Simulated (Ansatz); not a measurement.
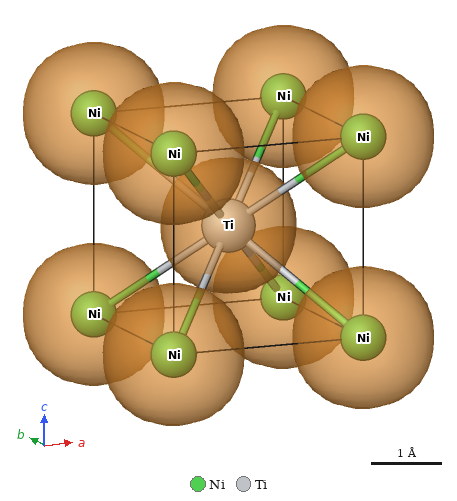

TiNi. Isosurface of the valence electron density at 0.4 e/Å³ (orange), seen slightly off an axis. Sticks mark near contacts.

Space group Pm-3m; a generated structure, not necessarily the stable one; computed without spin polarisation.

These are results of DFT PBEsol, scalar-relativistic, plane waves, PAW (Ansatz), not measurements.

In a PAW calculation such maps are meaningful between the atoms, not at the nuclei.

**How is the density connected at this value?**

At this value the density breaks into separate islands; it holds about 85 % of the electrons treated as valence (semicore included). It bridges none of the near contacts. It is pinched off along the shortest Ti–Ni (2.57 Å) contacts. On the grid the lowest density along these lines, outside the cores, is 0.29 e/Å³ (Ti–Ni, 2.57 Å).

**Does the calculation make it a metal, or give it a gap?**

It is gapless in this calculation (a metal or semimetal).
